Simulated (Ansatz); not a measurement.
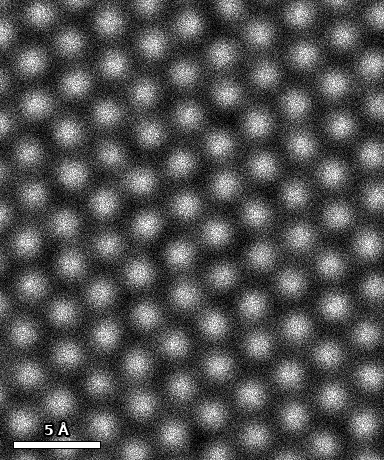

Dark-field STEM-like image of Ga (P6_3/mmc, No. 194) along [100]. Simulated incoherent Z contrast: every atom adds Z^1.8 spread by a probe of 1.30 Å full width; channelling and multiple scattering are left out. The probe carries 25 % of its weight in a tail 2.5 times as wide. Shot noise and the speckle of an amorphous layer were added. Structure: the end point of a relaxation with DFT, LDA (PW92), plane waves (420 eV) with PAW, scalar-relativistic (Ansatz); the starting structure was generated, so it need not be a known form of this composition.

### What can be read from this image?

The columns repeat on a rectangular net of 2.54 × 4.63 Å (plane group p2mg). All columns are alike (Ga). The shortest distance between visible columns is 2.47 Å in projection. Along the beam the structure repeats every 2.93 Å.
